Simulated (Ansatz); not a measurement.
# Geometry relaxation, with input and output: BeH$_{2}$ (part 2 of 3)

Continued. System: BeH$_{2}$ (P1, 6 atoms in the cell). Method: DFT, PBEsol, plane waves, PAW, no spin polarisation (Ansatz 0.2.0); cutoff 420 eV, 8×8×8 k-mesh, Fermi–Dirac smearing of 0.05 eV. The structure was built on a prototype by a generator.

Geometry of the input (Å; fractional positions):
```
-0.0208  1.9645  1.9376
3.8962  -0.0670  3.9007
1.9489  1.9780  -0.0343
Be 0.0271  -0.0049  0.0029
H  0.2460  0.1277  0.2519
H  0.7425  0.3835  0.7415
Be -0.0151  0.4980  0.0280
H  0.2421  0.6196  0.2569
H  0.7349  0.8784  0.7570
```

The program's output, continued
```
SCF iter   1: F=—  HF=-243.110517 eV  |F-HF|=—  |Δ(HF+E_count)|=         —  Δρ=1.03e-4  dr2=9.37e-8  ethr=2.87e-7  ⟨swp⟩=3.0  Hψ=25643  notcnv=0
preconditioner: auto → none  [insulator: Δε(μ)=4.158 eV  Ē_g=13.084 eV  σ=0.050 eV  W_gap=1.00  n_scr=4 (ndim 8)  ℏωp=16.9 eV  f_vac=0.000  D(μ)=0.00/eV (n_scr^D=0)  ε∞_Penn≈2.7]
SCF iter   2: F=—  HF=-243.110518 eV  |F-HF|=—  |Δ(HF+E_count)|=   5.04e-7  Δρ=5.16e-5  dr2=2.39e-8  ethr=1.17e-9  ⟨swp⟩=2.0  Hψ=3640  notcnv=0
SCF iter   3: F=—  HF=-243.110528 eV  |F-HF|=—  |Δ(HF+E_count)|=   1.04e-5  Δρ=5.06e-6  dr2=1.91e-8  ethr=2.99e-10  ⟨swp⟩=2.0  Hψ=3640  notcnv=0
SCF iter   4: F=—  HF=-243.110528 eV  |F-HF|=—  |Δ(HF+E_count)|=   5.96e-8  Δρ=1.47e-6  dr2=9.71e-10  ethr=2.39e-10  ⟨swp⟩=1.6  Hψ=2870  notcnv=0
SCF iter   5: F=-243.110528 eV  HF=-243.110528 eV  |F-HF|=3.87e-10  |Δ(HF+E_count)|=   5.32e-9  Δρ=4.10e-7  dr2=3.48e-11  ethr=1.00e-12  ⟨swp⟩=4.5  Hψ=9997  notcnv=0
SCF 31 converged in 5 iterations: F = -243.110528 eV  dr2 = 3.48e-11
relax step  31: F+E_penalty+E_count = -243.11052822 eV  Δ(F+E_penalty+E_count) = -1.260e-4 eV  max|allowed force component| = 9.828e-4 eV/Å  Δτ_max = 0.0000 Å  P = +0.002 GPa  Ω = 38.695 Å³  stress off target by 1.90e-2 GPa  SCF on the basis re-selected at this cell (its energy is not comparable with the rows above)  (5 SCF iters)
```

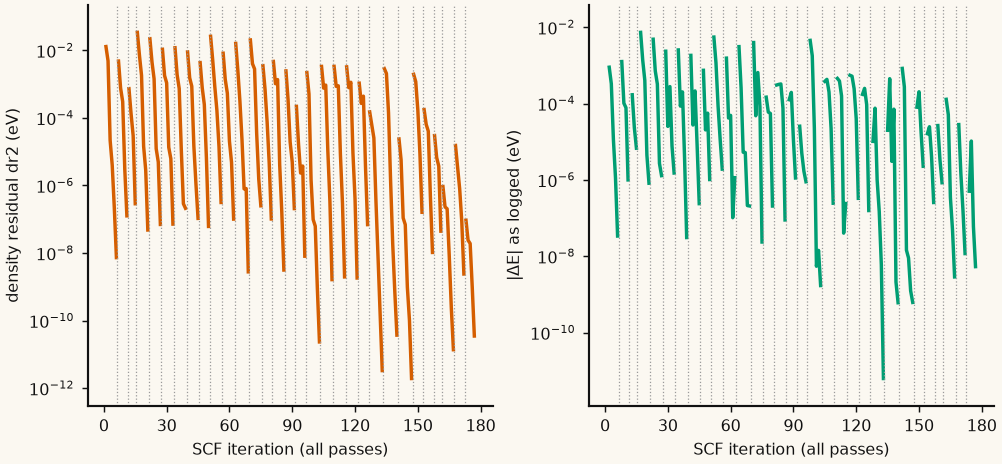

Fig. 1: Convergence of the self-consistent field: density residual dr2 and size of the energy change against the SCF iteration. The dotted lines part the SCF passes of the relaxation: geometry steps, rejected trials and re-solves on a re-selected basis. The 31 passes take 4 to 7 iterations each, 177 in all.

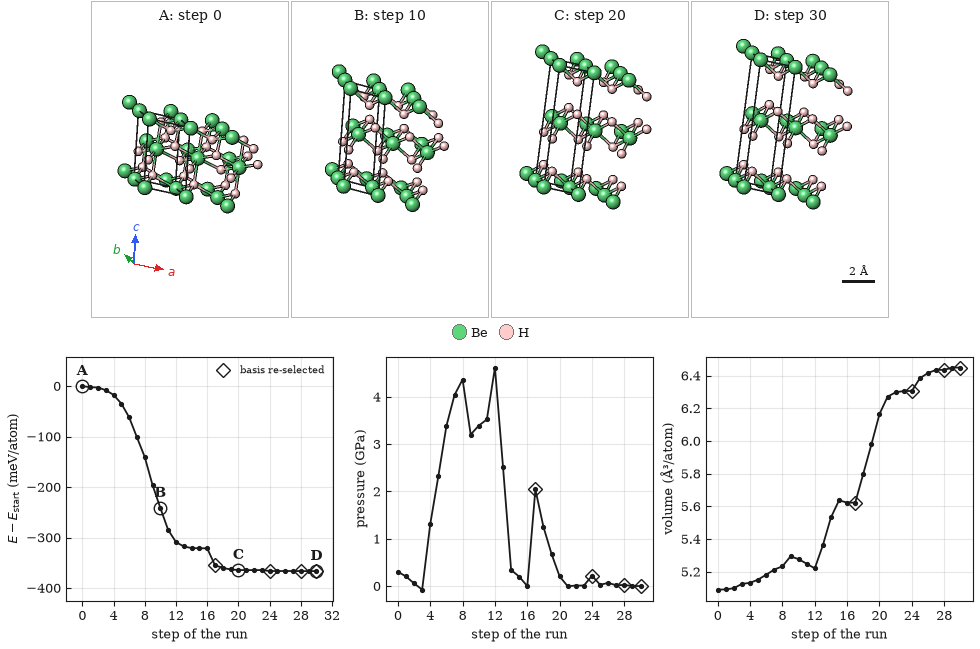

Fig. 2: Frames of the relaxation (ball-and-stick view of the reduced cell, repeated 3 × 2 × 1, seen slightly off an axis) above the curves, on which the letters mark them (the first geometry is step 0 here and step 1 in the log).

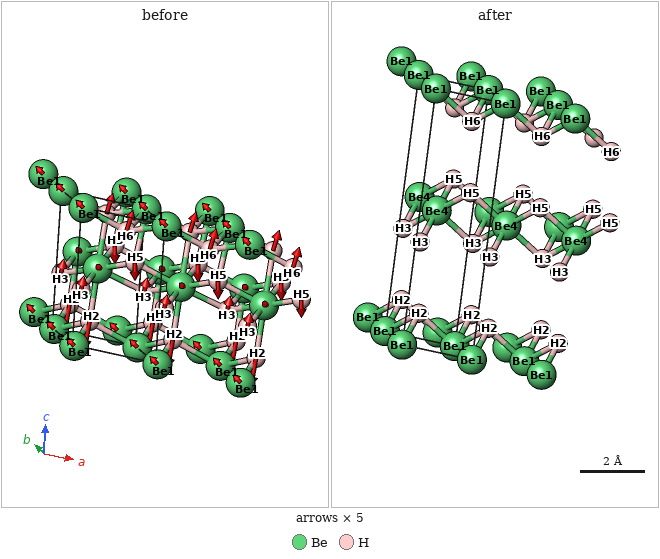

Fig. 3: Before (left) and after (right) the relaxation, at one scale (ball-and-stick view of the reduced cell, repeated 3 × 2 × 1, seen slightly off an axis). The red arrows give the displacements (without the part carried along by the change of the cell), magnified 5 times. Over 26 geometry steps the energy falls by 367 meV per atom. Largest force component: 0.14 eV/Å at the start, 0.00098 eV/Å at the end. The pressure goes from 0.30 to 0.00 GPa. The basis was re-selected 3 times at an unchanged geometry, which shifts the energy a little without any move. The atom that moves furthest relative to the cell is H2 (0.18 Å). Largest moves by element: H 0.18 Å, Be 0.07 Å. Cell: a 2.759 → 2.311 Å (−16.3 %), b 2.777 → 2.311 Å (−16.8 %), c 4.829 → 8.472 Å (+75.4 %), α 105.3° → 97.8°, β 91.2° → 90.1°, γ 119.5° → 120.0°. Volume +26.7 %. Among the contacts that change: H2–Be4 1.697 → 3.302 Å, Be1–H5 1.722 → 3.302 Å, Be4–H6 1.745 → 3.302 Å, Be1–H2 1.775 → 1.599 Å. Among the angles that change: H3–Be4–H5 66.6° → 87.5°, H3–Be4–H3 112.7° → 92.5°, Be4–H3–Be4 112.7° → 92.5°. The space group (tolerance 0.01 Å) goes from P1 (No. 1) to R-3m (No. 166). The energy change given includes the shifts at the re-selections in mid-walk, which come without any move. A last SCF at the same geometry on a re-selected plane-wave basis shifts the energy by next to nothing (0.0 meV per atom). (Atoms are counted from 1 in the order of the input.)

```
basis re-selected at this cell: Δ(F+E_penalty+E_count) = -1.260e-4 eV, ΔP = +0.000 GPa vs the last step (what re-selecting the basis moved, of the pressure what is left beyond the Pulay correction that the steps carried, after the strain that the cell walked since its last selection, with what the two solves' SCF thresholds leave and, on support functions, any second-order correction that the steps lacked; it is no measure of the basis error at this ecutwfc). This SCF's stress stands 1.90e-2 GPa from its target on what of the cell is left free (relax.cell.stress_tol is 5.00e-2 GPa) and its largest allowed force component is 9.83e-4 eV/Å (relax.f_tol is 1.00e-2 eV/Å): within both
SCF converged after 5 iterations
Free energy (F): -243.110528 eV
Harris-Foulkes:  -243.110528 eV  (|F-HF|=3.87e-10)
Internal energy: -243.110528 eV  (E = F + TS)
E sigma→0 (E₀):  -243.110528 eV
Fermi energy:    3.091670 eV
--- Per-component energies (eV) ---
  E_band       = -23.291314
  E_kinetic    = 96.332485
  E_local      = -91.486752  (includes V_loc(G=0)·N_el)
  E_nonlocal   = 14.262945
  E_hartree    = 25.313183
  E_xc         = -74.821673
  E_vxc        = -88.021504  (∫ρ·V_xc dr)
  E_paw        = -116.191361  (= ΣΔE_a)
  E_vpaw       = -5.000181  (= ΣTr[D̂ρ^β])
  E_aug_tail   = -0.004699  (compensation charges beyond the density's cutoff)
  E_ewald      = -96.533719
  E_core_change = 0.019063  (= ΣΔE_core)
  E_smearing   = -0.000000  (= −TS)
  E_closure    = 0.000000  (closes the sum)
  Σ components = -243.110528   (vs F -243.110528, Δ=0.00e0)
--- Forces (eV/Å), atoms counted from 1 ---
  atom   1  Be    -0.00003092    -0.00002666    -0.00001148
  atom   2  H     -0.00098040    -0.00043466     0.00025154
  atom   3  H      0.00098300     0.00046657    -0.00021078
  atom   4  Be     0.00000465    -0.00004142    -0.00005028
  atom   5  H     -0.00094990    -0.00044372     0.00025246
  atom   6  H      0.00097453     0.00047976    -0.00023205
  max |Σ_I F_I| component: 9.55e-7 eV/Å
--- Stress (GPa, compression-positive) ---
       -0.018977       0.000915       0.000156
        0.000916       0.013635       0.000056
        0.000156       0.000055       0.010001
  P = ⅓ Tr σ = 0.0016 GPa (0.016 kbar)
--- Band table (eV; the first three rows and the last of 260) ---
  k-point 0: bands = ["-8.7768", "-8.2314", "-4.8388", "-3.2199", "5.3932", "11.0396", "12.9041", "19.1024", "19.1053", "19.1356"]
  k-point 1: bands = ["-8.3318", "-7.8249", "-4.2749", "-2.7332", "5.9014", "11.1221", "13.4823", "16.1151", "16.3297", "17.6985"]
  k-point 2: bands = ["-7.0254", "-6.6310", "-2.6270", "-1.3555", "7.3189", "9.5766", "10.7727", "13.1123", "14.7573", "15.5428"]
  k-point 259: bands = ["-3.5508", "-3.5507", "0.5873", "0.5873", "5.8988", "5.8992", "6.8922", "6.8924", "13.5877", "13.5877"]
--- Relaxed structure (27 steps of the walk, 27 accepted, 4 SCFs on fresh bases) ---
  F+E_penalty+E_count = -243.11052822 eV   max|allowed force component| = 9.828e-4 eV/Å   (the final SCF, on the basis selected at the relaxed cell)
  cell:  # Å, volume = 38.6947 Å³
    - [-0.006082113521086896, 1.6399062841110645, 1.6278815314795632]
    - [5.933223102938891, -2.61163528643686, 5.919704246967362]
    - [1.6261288151689695, 1.6418644095957926, -0.008037746838934705]
  atoms:
    - { symbol: Be, position: [-0.00422363589714337, 0.0003762733065542565, 0.006754280227160872] }
    - { symbol: H, position: [0.25906298860148635, 0.10572050180264714, 0.27036255832615447] }
    - { symbol: H, position: [0.733411614381819, 0.39501687460859736, 0.7423565845273974] }
    - { symbol: Be, position: [-0.003291267056260594, 0.5003612564199431, 0.005967183844922563] }
    - { symbol: H, position: [0.2599821600011851, 0.6057053033310933, 0.2695859211565701] }
    - { symbol: H, position: [0.7324943693689137, 0.8950320965311653, 0.7431309351177957] }
```

File rho_z.tsv
```
# z_ang	rho[e/angstrom^3]
# format = ansatz-planar-average/11
# lattice	-0.006082114	1.639906284	1.627881531
# lattice	5.933223103	-2.611635286	5.919704247
# lattice	1.626128815	1.641864410	-0.008037747
# sites	6
# site	4	0.013241532	0.003180557	-0.004702441
# site	1	1.065332020	0.592634292	1.045384852
# site	1	3.546429987	1.389935162	3.526323418
# site	4	2.978478394	-1.302361176	2.956584899
# site	1	4.030584893	-0.712911436	4.006649550
# site	1	6.514396626	0.083844948	6.484766260
0.000000	1.827901e-1
0.144429	1.864996e-1
0.288858	1.982475e-1
0.433286	2.142808e-1
0.577715	2.260188e-1
0.722144	2.244725e-1
0.866573	2.126317e-1
1.011002	2.010425e-1
1.155430	1.960827e-1
1.299859	1.993958e-1
1.444288	2.099493e-1
1.588717	2.225646e-1
1.733146	2.269029e-1
1.877575	2.173934e-1
2.022003	2.013493e-1
2.166432	1.883231e-1
```

File v_z.tsv
```
# z_ang	v_es[eV]	v_tot[eV]
# format = ansatz-planar-average/11
# xc	pbesol
# density_cutoff_ev	1680
# datasets	Be=:simpson_from_first_knot:soft:shift=-187476	H=:simpson_from_first_knot:soft
# lattice	-0.006082114	1.639906284	1.627881531
# lattice	5.933223103	-2.611635286	5.919704247
# lattice	1.626128815	1.641864410	-0.008037747
# sites	6
# site	4	0.013241532	0.003180557	-0.004702441
# site	1	1.065332020	0.592634292	1.045384852
# site	1	3.546429987	1.389935162	3.526323418
# site	4	2.978478394	-1.302361176	2.956584899
# site	1	4.030584893	-0.712911436	4.006649550
# site	1	6.514396626	0.083844948	6.484766260
0.000000	-2.141868e0	-1.144389e1
0.144429	-2.029289e0	-1.131357e1
0.288858	-1.797305e0	-1.100680e1
0.433286	-1.362174e0	-1.045132e1
0.577715	-5.465695e-1	-9.543269e0
0.722144	7.260997e-1	-8.217794e0
0.866573	2.105144e0	-6.760439e0
1.011002	3.156610e0	-5.625686e0
1.155430	3.649659e0	-5.100379e0
1.299859	3.313844e0	-5.457186e0
1.444288	2.351548e0	-6.494970e0
1.588717	1.018447e0	-7.912814e0
1.733146	-3.230150e-1	-9.307801e0
1.877575	-1.229981e0	-1.029572e1
2.022003	-1.734453e0	-1.092128e1
2.166432	-1.985986e0	-1.126030e1
```

Trajectory as extended XYZ (Å, eV, eV/Å), 31 frames, from step=1 to step=31
```
6
Lattice="-0.0208 1.9645 1.9376 3.8962 -0.0670 3.9007 1.9489 1.9780 -0.0343" Properties=species:S:1:pos:R:3:forces:R:3 step=1 energy=-240.91134 pressure_GPa=0.30
Be   -0.0138    0.0593    0.0334    0.0270  -0.0932  -0.0568
H     0.9832    0.9729    0.9659    0.0389  -0.0184   0.0115
H     2.9239    2.8997    2.9091    0.0089   0.0974  -0.1356
Be    1.9952   -0.0077    1.9124   -0.0665  -0.0657  -0.0257
H     2.9095    0.9422    2.8769    0.1271  -0.0207   0.1383
H     4.8823    2.8822    4.8242   -0.1354   0.1005   0.0682
6
Lattice="-0.0291 1.9251 1.9374 3.9293 -0.1246 3.9436 1.9446 1.9394 -0.0438" Properties=species:S:1:pos:R:3:forces:R:3 step=2 energy=-240.92374 pressure_GPa=0.20
Be   -0.0275    0.0503    0.0432   -0.0110  -0.0938  -0.0323
H     0.9887    0.9322    0.9871   -0.0079   0.0773  -0.0626
H     2.9251    2.8389    2.8780    0.0282   0.0129   0.0266
Be    2.0239   -0.0333    1.9222   -0.0284  -0.0602  -0.0360
H     2.9672    0.8771    2.9225   -0.0279   0.0376   0.0377
H     4.8605    2.7826    4.8565    0.0470   0.0262   0.0665
6
Lattice="-0.0368 1.9187 1.9281 3.9396 -0.1522 3.9377 1.9430 1.9327 -0.0511" Properties=species:S:1:pos:R:3:forces:R:3 step=3 energy=-240.92805 pressure_GPa=0.06
Be   -0.0243    0.0459    0.0387   -0.0177  -0.0774  -0.0378
H     0.9943    0.9325    0.9744   -0.0248   0.0537  -0.0342
H     2.9166    2.8178    2.8609    0.0422   0.0204   0.0409
Be    2.0232   -0.0500    1.9201   -0.0236  -0.0513  -0.0253
H     2.9699    0.8570    2.9284   -0.0207   0.0331  -0.0103
H     4.8655    2.7494    4.8392    0.0446   0.0215   0.0667
6
Lattice="-0.0951 1.8472 1.8600 4.0178 -0.4004 3.9385 1.9132 1.8610 -0.1092" Properties=species:S:1:pos:R:3:forces:R:3 step=4 energy=-240.95951 pressure_GPa=-0.07
Be   -0.0148    0.0099    0.0128   -0.0028   0.0725  -0.0345
H     1.0139    0.9040    0.9045   -0.1275  -0.0890   0.1490
H     2.8548    2.6244    2.7458    0.0848   0.0062   0.0985
Be    2.0317   -0.1907    1.9185    0.0406   0.0282   0.0678
H     3.0063    0.6659    2.9737   -0.0628   0.0265  -0.2651
H     4.8728    2.4304    4.7550    0.0676  -0.0446  -0.0157
6
Lattice="-0.1455 1.7753 1.7978 4.0890 -0.6475 3.9657 1.8768 1.7935 -0.1640" Properties=species:S:1:pos:R:3:forces:R:3 step=5 energy=-241.01532 pressure_GPa=1.31
Be   -0.0099   -0.0180   -0.0021    0.0902   0.2360   0.0558
H     1.0144    0.8608    0.8658   -0.1787  -0.1799   0.2280
H     2.8032    2.4377    2.6531    0.0512  -0.0586   0.0926
Be    2.0490   -0.3219    1.9289    0.1591   0.1032   0.1781
H     3.0402    0.4775    3.0014   -0.1675   0.0437  -0.4201
H     4.8721    2.1096    4.6969    0.0456  -0.1444  -0.1345
6
Lattice="-0.1819 1.7139 1.7500 4.1705 -0.8675 4.0221 1.8460 1.7369 -0.2056" Properties=species:S:1:pos:R:3:forces:R:3 step=6 energy=-241.11882 pressure_GPa=2.32
Be   -0.0050   -0.0360   -0.0043    0.1802   0.3263   0.1529
H     1.0141    0.8140    0.8528   -0.2141  -0.2096   0.2378
H     2.7737    2.2757    2.5923    0.0265  -0.1254   0.0787
Be    2.0818   -0.4314    1.9542    0.2729   0.1329   0.2725
H     3.0821    0.3135    3.0296   -0.2867   0.0732  -0.5040
H     4.8913    1.8227    4.6811    0.0212  -0.1973  -0.2379
6
Lattice="-0.2089 1.6708 1.7048 4.2522 -1.0696 4.0841 1.8150 1.6987 -0.2375" Properties=species:S:1:pos:R:3:forces:R:3 step=7 energy=-241.28182 pressure_GPa=3.38
Be    0.0036   -0.0508   -0.0007    0.2483   0.3629   0.2163
H     1.0124    0.7768    0.8459   -0.2676  -0.2510   0.2545
H     2.7547    2.1421    2.5481    0.0426  -0.1538   0.0722
Be    2.1170   -0.5296    1.9834    0.3704   0.1203   0.3585
H     3.1149    0.1771    3.0494   -0.4155   0.0764  -0.5612
H     4.9233    1.5743    4.6804    0.0219  -0.1547  -0.3404
6
Lattice="-0.2274 1.6415 1.6631 4.3273 -1.2586 4.1564 1.7794 1.6747 -0.2613" Properties=species:S:1:pos:R:3:forces:R:3 step=8 energy=-241.51992 pressure_GPa=4.04
Be    0.0132   -0.0631    0.0060    0.2704   0.3983   0.2284
H     1.0059    0.7456    0.8443   -0.2247  -0.2540   0.2910
H     2.7416    2.0297    2.5227   -0.0106  -0.1763   0.0387
Be    2.1517   -0.6213    2.0191    0.4417   0.0901   0.4203
H     3.1362    0.0595    3.0669   -0.4058   0.0672  -0.5196
H     4.9560    1.3597    4.6972   -0.0710  -0.1252  -0.4588
6
Lattice="-0.2390 1.6127 1.6304 4.4063 -1.4376 4.2505 1.7412 1.6485 -0.2757" Properties=species:S:1:pos:R:3:forces:R:3 step=9 energy=-241.75421 pressure_GPa=4.37
Be    0.0199   -0.0710    0.0116    0.2286   0.4169   0.1839
H     1.0022    0.7117    0.8523   -0.1698  -0.2126   0.3039
H     2.7320    1.9198    2.5188   -0.0416  -0.1995   0.0243
Be    2.1920   -0.7111    2.0678    0.4716   0.0535   0.4404
H     3.1694   -0.0581    3.1063   -0.3762   0.0901  -0.4706
H     4.9860    1.1604    4.7407   -0.1125  -0.1484  -0.4819
6
Lattice="-0.2187 1.6218 1.6212 4.4851 -1.5683 4.4059 1.6904 1.6552 -0.2532" Properties=species:S:1:pos:R:3:forces:R:3 step=10 energy=-242.08746 pressure_GPa=3.20
Be    0.0217   -0.0553    0.0169    0.0203   0.2702   0.0096
H     0.9922    0.6839    0.9052   -0.0538  -0.0599   0.1382
H     2.7549    1.8588    2.6076   -0.0499  -0.1220   0.0590
Be    2.2531   -0.7822    2.1653    0.1564   0.0222   0.1723
H     3.1883   -0.1114    3.1604   -0.0304   0.0408  -0.1973
H     5.0253    1.0623    4.8589   -0.0425  -0.1513  -0.1816
```
